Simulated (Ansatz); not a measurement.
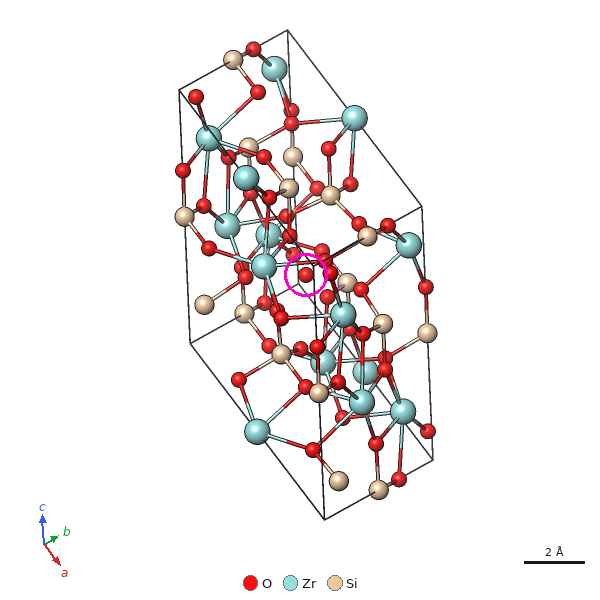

Ball-and-stick drawing of the structure, looking slightly off an axis. Lines trace the edges of the supercell. The host is ZrSiO₄, in a cell of 48 sites, and the cell is neutral. A ring marks the defect's site.

Question: Where does the cell differ from the host, and how?

Answer: Oxygen on a zirconium site (an antisite). It is bonded to no bonds drawn. Not all metal-metal contacts are counted.

The atoms were relaxed in the host's cell with DFT PBE, scalar-relativistic, plane waves, PAW in Ansatz.
